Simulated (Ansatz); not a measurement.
**Two runs on C**

System: C (R-3m, 2 atoms in the cell).
Method of the first run: DFT, r2SCAN, plane waves, PAW, no spin polarisation (Ansatz 0.2.0).

The structure was built on a prototype by a generator. The geometry comes from this level: r2SCAN (a point of a series of strains). Text and figures count atoms from 1; the logs count them from 0 in places.

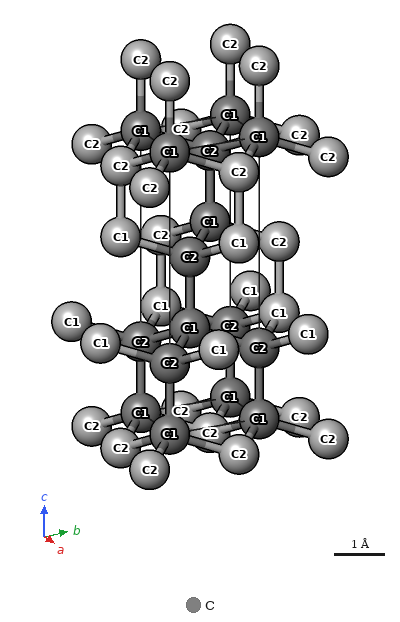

**Figure 1.** The structure (ball-and-stick view of the cell 3 times as large as that of the calculation, set on its symmetry axes, seen slightly off an axis; neighbours outside the cell are drawn fainter; atoms are numbered from 1 in the order of the input). Near neighbours in the crystal (not all of them lie inside the picture): C has 4 C at 1.47 to 1.53 Å.

**Input file, the first run**
```yaml
crystal:
  lattice:
    - [-0.060168196, 1.7199559465, 1.7199559465]
    - [1.7199559465, -0.060168196, 1.7199559465]
    - [1.7199559465, 1.7199559465, -0.060168196]
  atoms:
    - { symbol: C, position: [-0.0008463534, -0.0008463534, -0.0008463534] }
    - { symbol: C, position: [0.2508463534, 0.2508463534, 0.2508463534] }
kpoints:
  mp_grid: { grid: [12, 12, 12] }
  band_path:
    path:
      - [0.0, 0.0, 0.0]
      - [0.5, 0.0, 0.5]
      - [0.625, 0.25, 0.625]
      - [0.375, 0.375, 0.75]
      - [0.5, 0.5, 0.5]
      - [0.5, 0.25, 0.75]
      - [0.35, 0.0, 0.35]
    npoints: 1
hamiltonian:
  xc: r2scan
scf:
  occupations: { method: fixed }
  n_extra_bands: 4
output:
  forces: true
  stress: true
  eigenvalues: true
```

Launched with:
```bash
ansatz run input.yaml --threads 4 --pin off --max-ram 3686MiB --backend cpu --events-out ev --progress --plain --runs-dir out
```

Hardware: 4 threads of an x86-64 CPU, shared host.

**Output, shortened to warnings, some set-up lines, iterations and results (the first run)**
```
Basis set: ecut = 500 eV, 271 PW (Γ), exchange–correlation on 72×72×72 points (64 copies of the dense FFT grid, shifted against one another)
Symmetry: 12 space group operations
k-points: 189 of 1728
Initial density: superposition of atomic densities (neutral atoms: chi_scale 0, normalization atom), corrected by the library's trained network
[...]
SCF iter   1: F=—  HF=-502.926394 eV  |F-HF|=—  |Δ(HF+E_count)|=         —  Δρ=9.48e-3  dr2=2.92e-3  dr2_τ=4.52e-1  ethr=1.77e-3  ⟨swp⟩=4.3  Hψ=9282  notcnv=0  defer=274
SCF iter   2: F=—  HF=-502.987153 eV  |F-HF|=—  |Δ(HF+E_count)|=   6.08e-2  Δρ=5.87e-3  dr2=1.04e-3  dr2_τ=6.85e-5  ethr=3.65e-5  ⟨swp⟩=2.7  Hψ=4361  notcnv=0  defer=371
SCF iter   3: F=—  HF=-502.987185 eV  |F-HF|=—  |Δ(HF+E_count)|=   3.26e-5  Δρ=1.34e-3  dr2=5.79e-5  dr2_τ=1.28e-5  ethr=1.30e-5  ⟨swp⟩=3.0  Hψ=2590  notcnv=0  defer=373
SCF iter   4: F=—  HF=-502.987204 eV  |F-HF|=—  |Δ(HF+E_count)|=   1.92e-5  Δρ=2.06e-4  dr2=1.28e-6  dr2_τ=1.18e-7  ethr=7.24e-7  ⟨swp⟩=2.0  Hψ=2163  notcnv=0  defer=57
SCF iter   5: F=-502.987206 eV  HF=-502.987206 eV  |F-HF|=3.06e-8  |Δ(HF+E_count)|=   1.12e-6  Δρ=4.05e-5  dr2=5.22e-8  dr2_τ=7.03e-9  ethr=1.60e-8  ⟨swp⟩=2.0  Hψ=2254  …
SCF iter   6: F=-502.987206 eV  HF=-502.987206 eV  |F-HF|=1.19e-10  |Δ(HF+E_count)|=   3.44e-8  Δρ=2.43e-6  dr2=1.89e-10  dr2_τ=2.62e-11  ethr=6.53e-10  ⟨swp⟩=4.1  Hψ=8103  …
SCF 1 converged in 6 iterations: F = -502.987206 eV  dr2 = 1.89e-10
NSCF: frozen V_eff on 7 k-points
SCF converged after 6 iterations
Free energy (F): -502.987206 eV
Harris-Foulkes:  -502.987206 eV  (|F-HF|=1.19e-10)
Internal energy: -502.987206 eV  (E = F + TS)
E sigma→0 (E₀):  -502.987206 eV
Fermi energy:    14.480715 eV
--- Per-component energies (eV) ---
  E_band       = 35.844639
  E_kinetic    = 188.373157
  E_local      = -117.345576  (includes V_loc(G=0)·N_el)
  E_nonlocal   = 53.318921
  E_hartree    = 26.027090
  E_xc         = -96.943231
  E_vxc        = -134.025236  (∫ρ·V_xc dr)
  E_paw        = -201.803416  (= ΣΔE_a)
  E_vpaw       = -13.597650  (= ΣTr[D̂ρ^β])
  E_aug_tail   = 0.000009  (compensation charges beyond the density's cutoff)
  E_vtau       = 7.066864  (kinetic-family band-sum trace: ∫τ·v_τ [+ j·A + Jᵃ·Aᵃ] dr)
  E_ewald      = -354.564612
  E_core_change = -0.049547  (= ΣΔE_core)
  E_smearing   = -0.000000  (= −TS)
  E_closure    = 0.000000  (closes the sum)
  Σ components = -502.987206   (vs F -502.987206, Δ=0.00e0)
--- Forces (eV/Å), atoms counted from 1 ---
  atom   1  C     -0.00177711    -0.00177711    -0.00177711
  atom   2  C      0.00177711     0.00177711     0.00177711
  max |Σ_I F_I| component: 3.71e-17 eV/Å
--- Stress (GPa, compression-positive) ---
       27.091454      23.067705      23.067705
       23.067705      27.091454      23.067705
       23.067705      23.067705      27.091454
  P = ⅓ Tr σ = 27.0915 GPa (270.915 kbar)
```

The input of the second run differs as follows (lines with − go, lines with + come):
```diff
-  xc: r2scan
+  xc: pbe
-  occupations: { method: fixed }
+  occupations: { method: fermi_dirac, width: 0.02 }
```

How does the second run compare with the first run?

The total energies belong to different methods, so their difference says nothing on which is more stable or more accurate. The gap on the mesh goes from 4.19 to 3.96 eV. The pressure goes from 27.09 to 31.10 GPa. The largest force goes from 0.003 to 0.080 eV/Å. The functional changes from r2SCAN to PBE. The number of SCF iterations is the same. The default cutoff goes from 500 to 420 eV with the change. The plane waves at Γ go from 271 to 205.

**Output, shortened to warnings, some set-up lines, iterations and results (the second run)**
```
Basis set: ecut = 420 eV, 205 PW (Γ), exchange–correlation on 36×36×36 points (8 copies of the dense FFT grid, shifted against one another)
Symmetry: 12 space group operations
k-points: 189 of 1728
Initial density: superposition of atomic densities (neutral atoms: chi_scale 0, normalization atom), corrected by the library's trained network
[...]
SCF iter   1: F=—  HF=-501.477679 eV  |F-HF|=—  |Δ(HF+E_count)|=         —  Δρ=3.07e-3  dr2=3.64e-4  ethr=1.77e-3  ⟨swp⟩=5.3  Hψ=10076  notcnv=0
SCF iter   2: F=—  HF=-501.477844 eV  |F-HF|=—  |Δ(HF+E_count)|=   1.65e-4  Δρ=1.36e-3  dr2=5.04e-5  ethr=4.55e-6  ⟨swp⟩=2.7  Hψ=4012  notcnv=0
SCF iter   3: F=—  HF=-501.477939 eV  |F-HF|=—  |Δ(HF+E_count)|=   9.44e-5  Δρ=2.30e-4  dr2=1.25e-6  ethr=6.30e-7  ⟨swp⟩=2.5  Hψ=2327  notcnv=0
SCF iter   4: F=-501.477942 eV  HF=-501.477942 eV  |F-HF|=6.57e-9  |Δ(HF+E_count)|=   3.24e-6  Δρ=1.23e-5  dr2=6.93e-9  ethr=1.56e-8  ⟨swp⟩=2.3  Hψ=2189  notcnv=0
SCF iter   5: F=-501.477942 eV  HF=-501.477942 eV  |F-HF|=1.04e-10  |Δ(HF+E_count)|=   7.92e-9  Δρ=9.24e-7  dr2=3.28e-11  ethr=8.67e-11  ⟨swp⟩=2.2  Hψ=2228  notcnv=0
SCF iter   6: F=-501.477942 eV  HF=-501.477942 eV  |F-HF|=5.68e-13  |Δ(HF+E_count)|=  1.18e-10  Δρ=1.16e-7  dr2=9.04e-13  ethr=1.00e-12  ⟨swp⟩=1.0  Hψ=4445  notcnv=0
SCF 1 converged in 6 iterations: F = -501.477942 eV  dr2 = 9.04e-13
NSCF: frozen V_eff on 7 k-points
SCF converged after 6 iterations
Free energy (F): -501.477942 eV
Harris-Foulkes:  -501.477942 eV  (|F-HF|=5.68e-13)
Internal energy: -501.477942 eV  (E = F + TS)
E sigma→0 (E₀):  -501.477942 eV
Fermi energy:    16.470018 eV
--- Per-component energies (eV) ---
  E_band       = 40.346214
  E_kinetic    = 188.682620
  E_local      = -118.483922  (includes V_loc(G=0)·N_el)
  E_nonlocal   = 54.100448
  E_hartree    = 26.079371
  E_xc         = -98.482199
  E_vxc        = -122.336214  (∫ρ·V_xc dr)
  E_paw        = -198.809663  (= ΣΔE_a)
  E_vpaw       = -13.775480  (= ΣTr[D̂ρ^β])
  E_aug_tail   = 0.000015  (compensation charges beyond the density's cutoff)
  E_ewald      = -354.564612
  E_smearing   = -0.000000  (= −TS)
  E_closure    = -0.000000  (closes the sum)
  Σ components = -501.477942   (vs F -501.477942, Δ=0.00e0)
--- Forces (eV/Å), atoms counted from 1 ---
  atom   1  C     -0.04591335    -0.04591335    -0.04591335
  atom   2  C      0.04591335     0.04591335     0.04591335
  max |Σ_I F_I| component: 3.47e-17 eV/Å
--- Stress (GPa, compression-positive) ---
       31.101268      22.442570      22.442570
       22.442570      31.101268      22.442570
       22.442570      22.442570      31.101268
  P = ⅓ Tr σ = 31.1013 GPa (311.013 kbar)
```

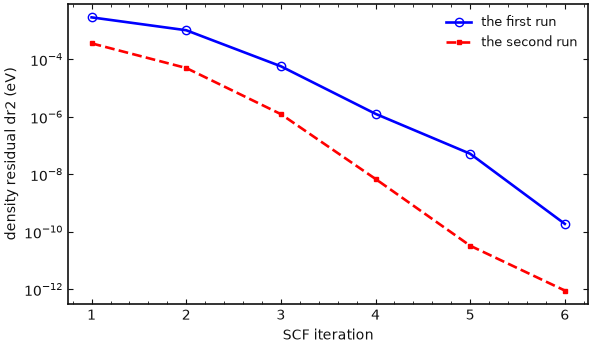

**Figure 2.** Convergence of the two runs: density residual dr2 against the SCF iteration. The first run takes 6 iterations in all, and the second run takes 6.

**The two runs side by side**

| quantity | the first run | the second run |
| --- | --- | --- |
| outcome | converged | converged |
| free energy per atom (eV) | −251.4936 | −250.7390 |
| gap on the mesh (eV) | 4.19 | 3.96 |
| pressure (GPa) | 27.09 | 31.10 |
| largest force (eV/Å) | 0.003 | 0.080 |
| SCF iterations | 6 | 6 |
| irreducible k-points | 189 | 189 |
| plane waves at Γ | 271 | 205 |

For the first run: The cell is under a pressure of 27 GPa at this level, so it is not at its equilibrium volume. For the second run: The cell is under a pressure of 31 GPa at this level, so it is not at its equilibrium volume.
